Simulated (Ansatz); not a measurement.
NiSi: density-of-states calculation (part 2 of 2)

NiSi (P-1, 16 atoms in the cell); DFT PBEsol, scalar-relativistic, plane waves, PAW, no spin polarisation (Ansatz 0.2.0); cutoff 420 eV, 8×5×6 k-mesh, Gaussian smearing of 0.1 eV. The structure was made by swapping elements on the sites of another compound; it need not be a known phase. It belongs to a series of runs on one base structure; here: Ni and Si exchanged on 2 pairs of sites drawn at random in a supercell of the crystal, relaxed.

Geometry of the input (Å; fractional positions):
```
-5.2437  -0.2925  0.0116
-2.7891  -3.7785  5.1269
-2.4727  3.1682  4.9068
Si 0.7738  0.6644  0.1691
Si 0.8416  0.1591  0.6956
Ni 0.2821  0.6970  0.1935
Si 0.3250  0.1973  0.6874
Si 0.9769  0.0854  0.0785
Si 0.9090  0.5908  0.5520
Ni 0.4685  0.0529  0.0541
Si 0.4256  0.5526  0.5602
Ni 0.0711  0.4448  0.9146
Ni 0.0887  0.9267  0.4624
Ni 0.5914  0.4222  0.9103
Si 0.5373  0.9790  0.4134
Si 0.2133  0.7709  0.8342
Ni 0.1593  0.3276  0.3373
Ni 0.6620  0.8232  0.7852
Ni 0.6795  0.3051  0.3329
```

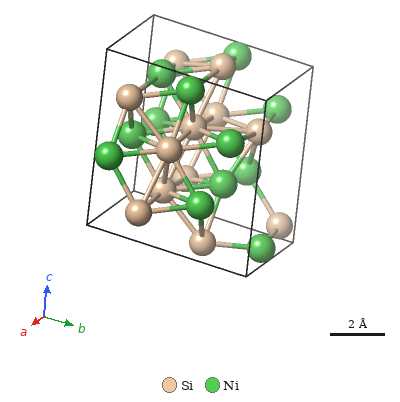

*The structure as given in the input (ball-and-stick view of the reduced cell, seen slightly off an axis).*

### Output, continued
```
  k-point 2: bands = ["-87.5658", "-87.5615", "-87.4540", "-87.4526", "-87.3720", "-87.3702", "-87.2974", "-87.2967", "-48.2764", "-48.2730", "-48.1630", "-48.1622", "-48.1480", "-48.1475", "-48.1042", "-48.0931", "-48.0393", "-48.0258", "-48.0126", "-47.9907", "-47.9873", "-47.9783", "-47.8997", "-47.8934", "-47.8780", "-47.8759", "-47.8476", "-47.8449", "-47.7733", "-47.7538", "-47.6826", "-47.6769", "2.1552", "4.0212", "5.3923", "5.7911", "6.8193", "7.2274", "7.9101", "8.4043", "8.8647", "9.1460", "9.9439", "10.0641", "10.6353", "10.8354", "10.9476", "11.1517", "11.4108", "11.4703", "11.7336", "11.8415", "12.0610", "12.2118", "12.3144", "12.3857", "12.4103", "12.5456", "12.6530", "12.6743", "12.8400", "12.9032", "13.0313", "13.1068", "13.1429", "13.2724", "13.4457", "13.5782", "13.6755", "13.7144", "13.7457", "13.8092", "13.9622", "14.0055", "14.0261", "14.1169", "14.1730", "14.3113", "14.3368", "14.4232", "14.4949", "14.5610", "14.7517", "14.8448", "15.0445", "15.2538", "15.4052", "15.4286", "15.8321", "16.6081", "16.8160", "16.9148", "17.3385", "17.4222", "17.9086", "18.0694"]
  k-point 121: bands = ["-87.5658", "-87.5615", "-87.4539", "-87.4526", "-87.3719", "-87.3703", "-87.2975", "-87.2967", "-48.2766", "-48.2728", "-48.1628", "-48.1620", "-48.1485", "-48.1473", "-48.1042", "-48.0933", "-48.0344", "-48.0229", "-48.0128", "-47.9924", "-47.9878", "-47.9802", "-47.9003", "-47.8923", "-47.8789", "-47.8756", "-47.8444", "-47.8433", "-47.7737", "-47.7557", "-47.6851", "-47.6807", "3.3407", "3.7016", "4.3155", "5.4638", "6.0535", "7.1703", "8.0201", "8.4266", "8.8634", "9.6549", "9.7851", "10.2682", "10.4834", "10.9560", "11.1496", "11.2285", "11.4486", "11.7186", "11.8633", "12.0182", "12.0746", "12.3019", "12.3211", "12.4773", "12.5363", "12.6664", "12.7397", "12.7578", "12.8451", "12.9632", "12.9836", "13.0662", "13.1361", "13.2792", "13.4343", "13.4488", "13.5763", "13.6101", "13.6634", "13.7761", "13.8345", "13.9570", "13.9723", "14.0510", "14.1984", "14.2703", "14.2818", "14.3901", "14.5120", "14.6093", "14.6941", "14.7326", "15.0938", "15.3987", "15.4634", "15.7431", "16.3257", "16.5076", "16.7932", "17.0893", "17.4032", "17.5298", "18.0980", "18.6524"]
--- Löwdin populations: 16 sites ---
  site symbol       q [e]
     0     Si      4.2240
     1     Si      4.1645
     2     Ni     17.5767
     3     Si      4.0753
     4     Si      4.2240
     5     Si      4.1645
     6     Ni     17.5767
     7     Si      4.0753
     8     Ni     17.5558
     9     Ni     17.5360
    10     Ni     17.5905
    11     Si      4.1511
    12     Si      4.1511
    13     Ni     17.5905
    14     Ni     17.5360
    15     Ni     17.5558
  spilling = 0.012798 (of n_electrons = 176.000000)
```

### File populations.tsv
```
# site	symbol	l	j	q
# orbitals = lowdin
# n_electrons = 176.000000
# spilling = 0.012798
0	Si	0_3S	-	1.327424
0	Si	1_3P	-	2.896535
1	Si	0_3S	-	1.295676
1	Si	1_3P	-	2.868830
2	Ni	0_3S	-	1.989280
2	Ni	0_4S	-	0.629373
2	Ni	1_3P	-	5.994713
2	Ni	2_3D	-	8.963319
3	Si	0_3S	-	1.248543
3	Si	1_3P	-	2.826709
4	Si	0_3S	-	1.327424
4	Si	1_3P	-	2.896535
5	Si	0_3S	-	1.295676
5	Si	1_3P	-	2.868830
6	Ni	0_3S	-	1.989280
6	Ni	0_4S	-	0.629373
6	Ni	1_3P	-	5.994713
6	Ni	2_3D	-	8.963319
7	Si	0_3S	-	1.248543
7	Si	1_3P	-	2.826709
8	Ni	0_3S	-	1.989539
8	Ni	0_4S	-	0.618320
8	Ni	1_3P	-	5.995187
8	Ni	2_3D	-	8.952731
9	Ni	0_3S	-	1.988803
9	Ni	0_4S	-	0.602303
9	Ni	1_3P	-	5.994897
9	Ni	2_3D	-	8.950007
10	Ni	0_3S	-	1.990924
10	Ni	0_4S	-	0.649961
10	Ni	1_3P	-	5.995312
10	Ni	2_3D	-	8.954326
11	Si	0_3S	-	1.311332
11	Si	1_3P	-	2.839751
12	Si	0_3S	-	1.311332
12	Si	1_3P	-	2.839751
13	Ni	0_3S	-	1.990924
13	Ni	0_4S	-	0.649961
13	Ni	1_3P	-	5.995312
13	Ni	2_3D	-	8.954326
14	Ni	0_3S	-	1.988803
14	Ni	0_4S	-	0.602303
14	Ni	1_3P	-	5.994897
14	Ni	2_3D	-	8.950007
15	Ni	0_3S	-	1.989539
15	Ni	0_4S	-	0.618320
15	Ni	1_3P	-	5.995187
15	Ni	2_3D	-	8.952731
```

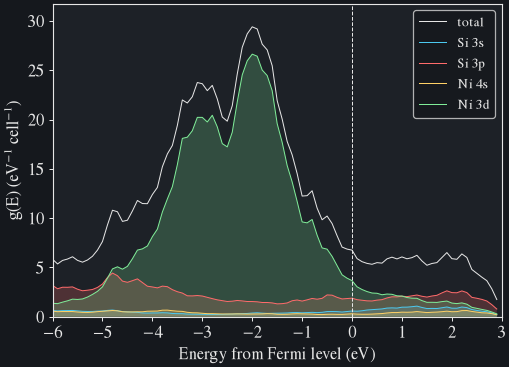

*Density of states (projected on Löwdin-orthogonalised atomic shells), with energies from the Fermi level.*

There are states at the Fermi level: a metal at this level of theory.

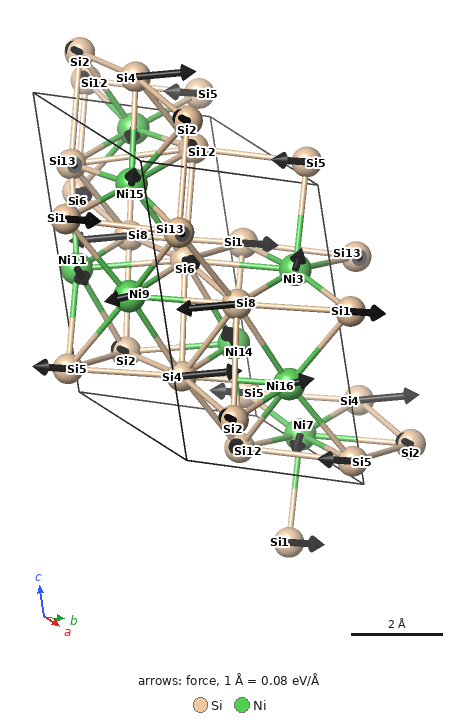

*Forces on the atoms as black arrows (ball-and-stick view of the reduced cell, seen slightly off an axis; bonded neighbours outside the cell are drawn too; atoms are numbered from 1 in the order of the input).*

The largest act on Si4, Si8 (0.11 eV/Å); Si2, Si6 (0.08 eV/Å); Si1, Si5 (0.07 eV/Å); Ni9, Ni11, Ni14, Ni16 (0.05 eV/Å), among others. The geometry is not a stationary point of this energy.

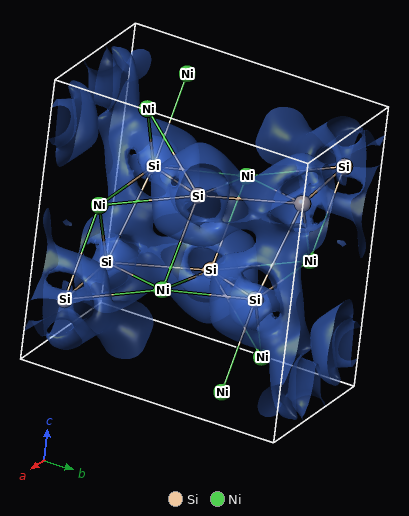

*Isosurface of the ELF at 0.55 (blue), seen slightly off an axis. Only the valence region is drawn (cores and ρ < 0.01 e/Å³ removed). Sticks mark near contacts. The outline is the cell set on symmetry axes.*

Values along the shortest contacts: Si–Ni (2.23 Å): the ELF is about 0.50 at the midpoint. Si–Si (2.46 Å): the ELF peaks at about 0.65 between the atoms. In a PAW calculation such maps are meaningful between the atoms, not at the nuclei.

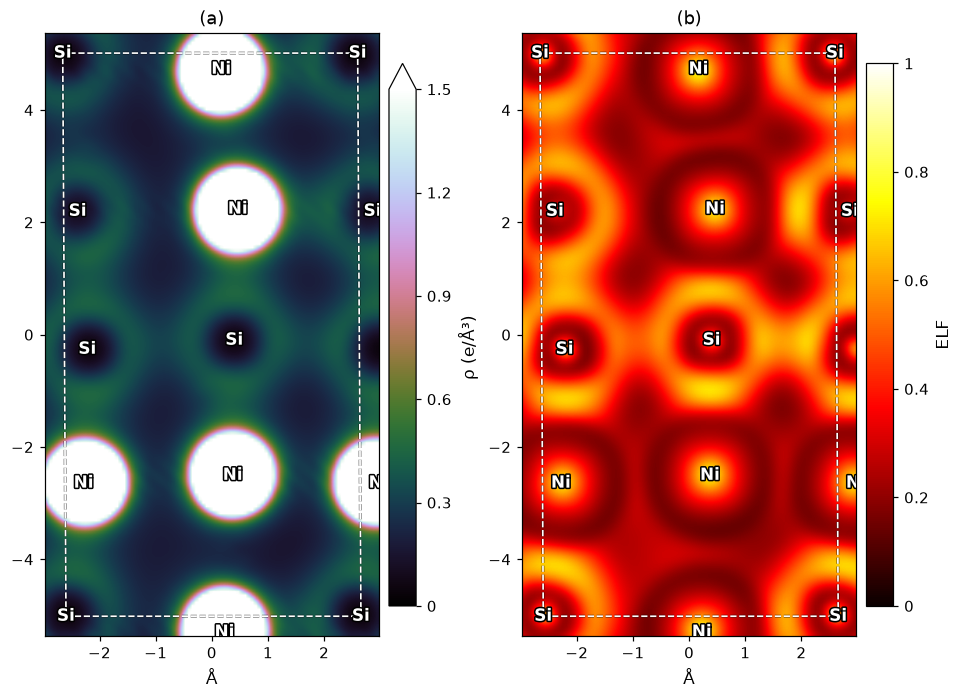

*(a) valence pseudo-density; (b) electron localisation function on the (011) plane of the conventional cell.*

The section cuts through Si and Ni sites. Si–Si (2.47 Å): ρ at the midpoint is about 0.4 e/Å³, a local maximum along the line; the ELF peaks at about 0.65 between the atoms. Si–Ni (2.33 Å): the density is about 0.46 e/Å³ at the midpoint; the ELF is about 0.45 at the midpoint. Si–Ni (2.39 Å): ρ is about 0.41 e/Å³ halfway; the ELF is about 0.45 at the midpoint. Si–Ni (2.45 Å): ρ is about 0.37 e/Å³ halfway; the ELF is about 0.40 at the midpoint. Away from the nuclei the density in this plane falls to 0.15 e/Å³ at its lowest. The strong features right at Ni lie inside the PAW spheres (semicore, d or f shells) and say nothing about bonding.

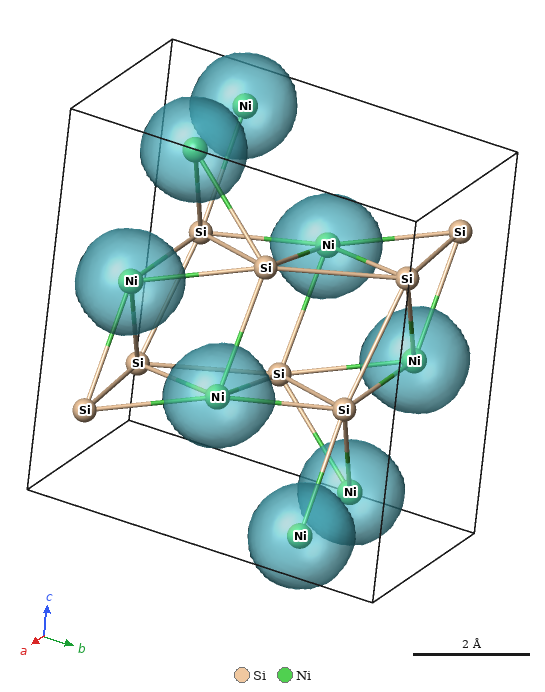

*Isosurface of the valence pseudo-density at 0.6 e/Å³ (cyan), seen slightly off an axis. Sticks mark near contacts. The outline is the cell set on symmetry axes.*

At this value the density breaks into separate islands; it holds about 70 % of the electrons treated as valence (semicore included). It is pinched off along the Si–Ni (2.23 Å), Si–Si (2.46 Å), Si–Ni (2.31 Å) and Si–Ni (2.37 Å) contacts. On the grid the lowest density along these lines, outside the cores, is 0.5 e/Å³ (Si–Ni, 2.23 Å), 0.41 e/Å³ (Si–Si, 2.46 Å), 0.48 e/Å³ (Si–Ni, 2.31 Å) and 0.44 e/Å³ (Si–Ni, 2.37 Å).

### Key numbers

- outcome: converged
- space group (tolerance 0.01 Å): P-1 (2)
- electrons treated: 176
- free energy: −51417.4590 eV
- Fermi energy: 15.839 eV
- gap on the k-point mesh: none (metallic)
- pressure: −0.15 GPa
- largest force (length of the vector): 0.111 eV/Å
- wall time: 40 s (CPU time 2.6 min)
- peak memory: 1.8 GiB

### Notes

Warnings of the run: the structure was made exactly symmetric. The run has no spin polarisation, so a magnetic state may lie lower.
